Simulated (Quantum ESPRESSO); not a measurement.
## Energy of CoPdO$_{2}$ along an even scaling of the cell

System: CoPdO$_{2}$ (R-3m, 4 atoms in the cell).
Method: Kohn-Sham DFT of a periodic cell, PBEsol, GBRV 1.5 PBEsol, spin-polarised (Quantum ESPRESSO 7.5).

The 5 runs differ only in the geometry, by an even scaling of the cell at fixed fractional positions. The structure derives from a Materials Project entry.

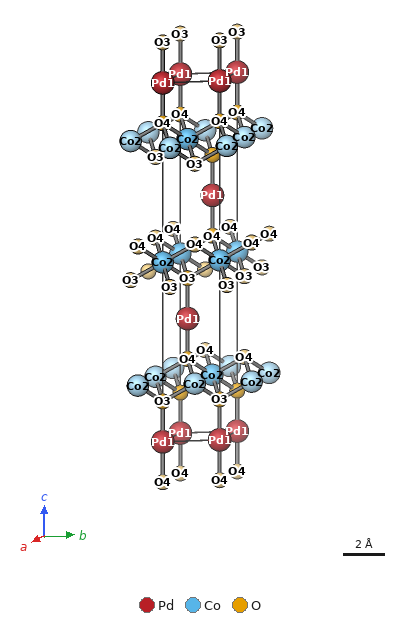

Figure 1. The structure of run 3 (ball-and-stick view of the cell 3 times as large as that of the calculation, set on its symmetry axes, seen slightly off an axis; neighbours outside the cell are drawn fainter; atoms are numbered from 1 in the order of the input). An atom can appear more than once, as a periodic image.

## Input of run 3
```
&CONTROL
  calculation = 'scf'
  prefix = 'pwscf'
  outdir = './tmp'
  pseudo_dir = './pseudo'
  tprnfor = .true.
  tstress = .true.
  disk_io = 'nowf'
/
&SYSTEM
  ibrav = 0
  nat = 4
  ntyp = 3
  ecutwfc = 56
  ecutrho = 448
  nbnd = 34
  occupations = 'smearing'
  smearing = 'fd'
  degauss = 0.00367493
  nspin = 2
  starting_magnetization(1) = 0
  starting_magnetization(2) = 0.1176
  starting_magnetization(3) = 0
/
&ELECTRONS
  conv_thr = 8d-10
  electron_maxstep = 120
  mixing_beta = 0.3
/
ATOMIC_SPECIES
Pd   106.4200 pd_pbesol_v1.4.uspp.F.UPF
Co    58.9332 co_pbesol_v1.2.uspp.F.UPF
O     15.9990 o_pbesol_v1.2.uspp.F.UPF
CELL_PARAMETERS angstrom
   1.4220809608    0.8210388255    5.9177853274
  -1.4220809608    0.8210388255    5.9177853274
   0.0000000000   -1.6420776510    5.9177853274
ATOMIC_POSITIONS crystal
Pd     0.0000000000    0.0000000000    0.0000000000
Co     0.5000000000    0.5000000000    0.5000000000
O      0.1124760000    0.1124760000    0.1124760000
O      0.8875240000    0.8875240000    0.8875240000
K_POINTS automatic
11 11 11 0 0 0
```

Command:
```bash
OMP_NUM_THREADS=1 mpirun -n 2 pw.x -nk 2 -in pw.in > pw.out
```

Lattice vectors (Å) and fractional positions of run 3:
```
   1.422081    0.821039    5.917785
  -1.422081    0.821039    5.917785
   0.000000   -1.642078    5.917785
Pd  0.000000  0.000000  0.000000
Co  0.500000  0.500000  0.500000
O   0.112476  0.112476  0.112476
O   0.887524  0.887524  0.887524
```

Run 4 differs from it as follows:
```diff
-   1.4220809608    0.8210388255    5.9177853274
-  -1.4220809608    0.8210388255    5.9177853274
-   0.0000000000   -1.6420776510    5.9177853274
+   1.4316899074    0.8265865534    5.9577715763
+  -1.4316899074    0.8265865534    5.9577715763
+   0.0000000000   -1.6531731068    5.9577715763
```

## Results, with one run withheld

| run | volume per atom (Å³) | free energy per atom, from the lowest run given (meV) | pressure (GPa) |
| --- | --- | --- | --- |
| 1 | 9.941 | 1.99 | 4.02 |
| 2 | 10.153 | 0.00 | −1.29 |
| 3 | 10.364 | 4.61 | −5.97 |
| 4 | 10.576 | ? | ? |
| 5 | 10.787 | 30.68 | −13.79 |

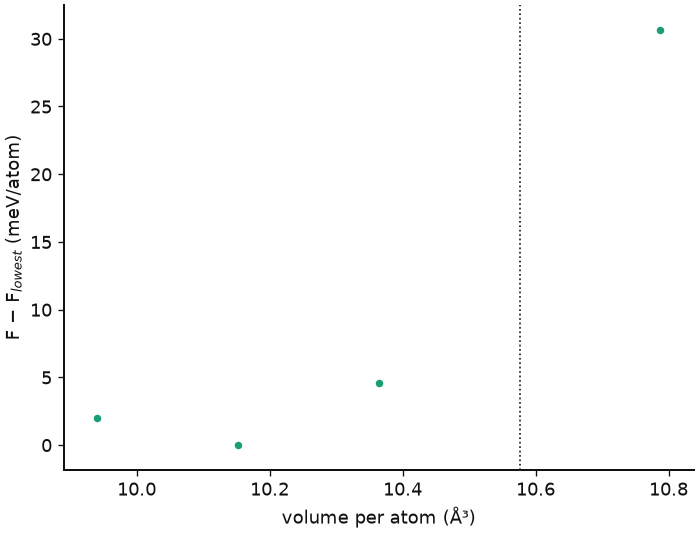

Figure 2. Free energy per atom of the runs given; the dotted line marks run 4.

What should run 4 give?

A quadratic polynomial in V^(−2/3) (the Birch–Murnaghan form), fitted to the 4 runs given, misses them by at most 0.03 meV per atom. With x = V^(−2/3) − 0.21119 Å⁻², it reads F = 2.6597 − 2037.5 x + 3.7295e+05 x² (meV per atom). At run 4 it gives 15.03 meV per atom, and the run itself gives 15.07. The slope of the fit gives a pressure −dF/dV of −9.96 GPa there, and the run prints −10.14 GPa. The two needn't agree exactly: the fit is approximate, and the printed stress is taken on a finite basis. The fit has its minimum at 10.107 Å³ per atom, where V d²F/dV² gives 240 GPa. Cell shape and fractional positions are held, so this is the stiffness under even scaling; the relaxed bulk modulus wasn't computed.

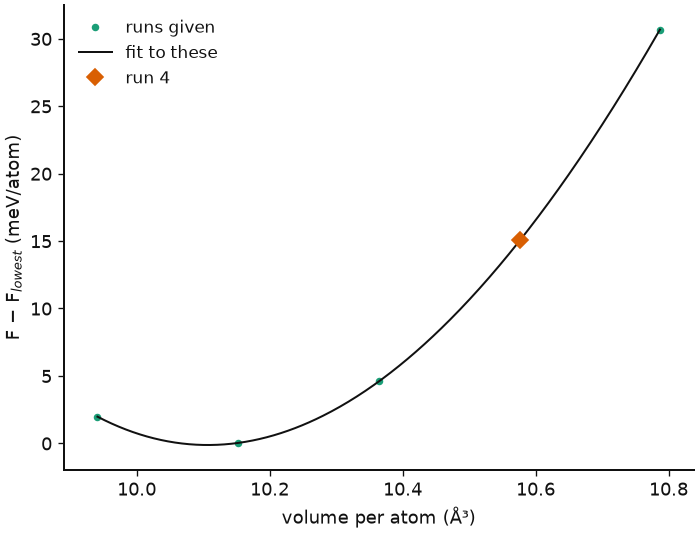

Figure 3. The fit and the withheld run.

## Some lines of the output (run 4)
```
[...]
     total energy              =    -561.34137598 Ry
     total energy              =    -561.34244287 Ry
     total energy              =    -561.34191851 Ry
     total energy              =    -561.34221172 Ry
     total energy              =    -561.34226087 Ry
     total energy              =    -561.34227333 Ry
     total energy              =    -561.34227351 Ry
     total energy              =    -561.34227430 Ry
     total energy              =    -561.34227432 Ry
     the Fermi energy is    13.5205 ev
!    total energy              =    -561.34227433 Ry
     The total energy is F=E-TS. E is the sum of the following terms:
     Computing stress (Cartesian axis) and pressure
          total   stress  (Ry/bohr**3)                   (kbar)     P=     -101.41
```

Notes on the run: negative rho.
